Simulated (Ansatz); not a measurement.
Consider Al₂Cu.

The calculation's input:

```
crystal:
  lattice:
    - [2.8664976338, 0.0, 0.0]
    - [-1.4332488169, 2.4824597707, 0.0]
    - [0.0, 0.0, 6.2270223]
  atoms:
    - { symbol: Al, position: [0.3333333333, 0.6666666667, 0.184014] }
    - { symbol: Al, position: [0.6666666667, 0.3333333333, 0.815986] }
    - { symbol: Cu, position: [0.0, 0.0, 0.5] }
basis:
  ecutwfc: 500
kpoints:
  mp_grid: { grid: [18, 18, 8] }
  band_path:
    path:
      - [[0.0, 0.0, 0.0], [0.5, 0.0, 0.0], [0.33333333, 0.33333333, 0.0], [0.0, 0.0, 0.0], [0.0, 0.0, 0.5], [0.5, 0.0, 0.5], [0.33333333, 0.33333333, 0.5], [0.0, 0.0, 0.5]]
      - [[0.5, 0.0, 0.5], [0.5, 0.0, 0.0]]
      - [[0.33333333, 0.33333333, 0.5], [0.33333333, 0.33333333, 0.0]]
    npoints: 14
hamiltonian:
  xc: r2scan
scf:
  occupations: { method: gaussian, width: 0.1 }
  n_extra_bands: 7
output:
  forces: true
  stress: true
  eigenvalues: true
  populations: true
  dos: { projected: true, de: 0.02, nscf_kmesh: { grid: [22, 22, 10] } }
  bader: true
  write_density: true
  write_potential: true
  elf: true
  volumetric_format: npy
```

Launched as:

```sh
ansatz run input.yaml --threads 1 --pin off --max-ram 3072MiB --backend cpu --events-out ev --progress --plain --runs-dir out
```

Below, planes, directions and counts refer to the conventional cell (a = 2.87 Å, b = 2.87 Å, c = 6.23 Å, α = 90.00°, β = 90.00°, γ = 120.00°).

Space group P-3m1; a structure generated by program, which may or may not match a known phase; computed pressure about −3 GPa in this cell; computed without spin polarisation.

Theory: DFT r2SCAN, scalar-relativistic, plane waves, PAW (Ansatz 0.2.0).

**Predict the valence pseudo-density and electron localisation function between the atoms.**

Al–Cu (2.57 Å): the density is about 0.27 e/Å³ at the midpoint; the ELF peaks at about 0.60 between the atoms.
Al–Al (2.83 Å): ρ at the midpoint is about 0.22 e/Å³; the ELF peaks at about 0.70 between the atoms.
Cu–Cu (2.87 Å): ρ is about 0.18 e/Å³ halfway; the ELF is about 0.25 at the midpoint: no localised pair shows between them.
Bader's partition of the density gives Al +0.63 and Cu −1.26 e.

**Does the calculation give a band gap?**

It is gapless in this calculation (a metal or semimetal).

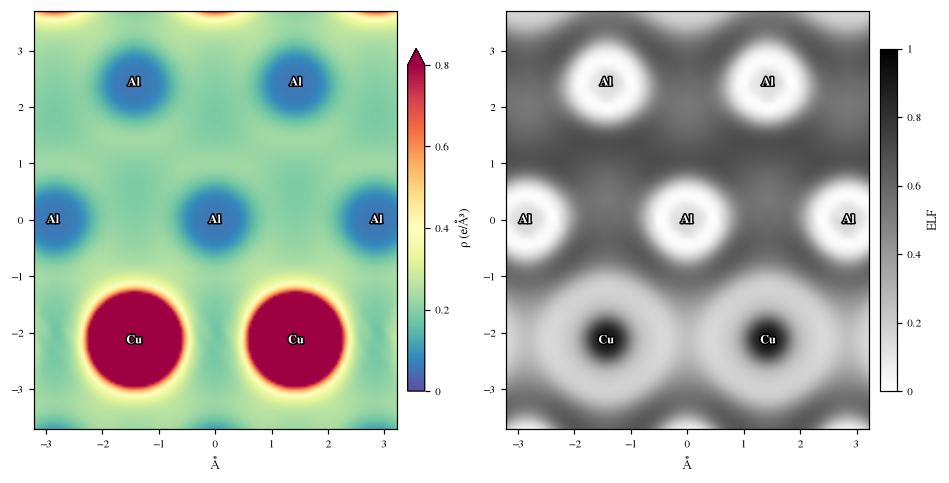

Computed valence pseudo-density and electron localisation function on the (101) plane of the conventional cell, in this order. 

In a PAW calculation such maps are meaningful between the atoms, not at the nuclei.
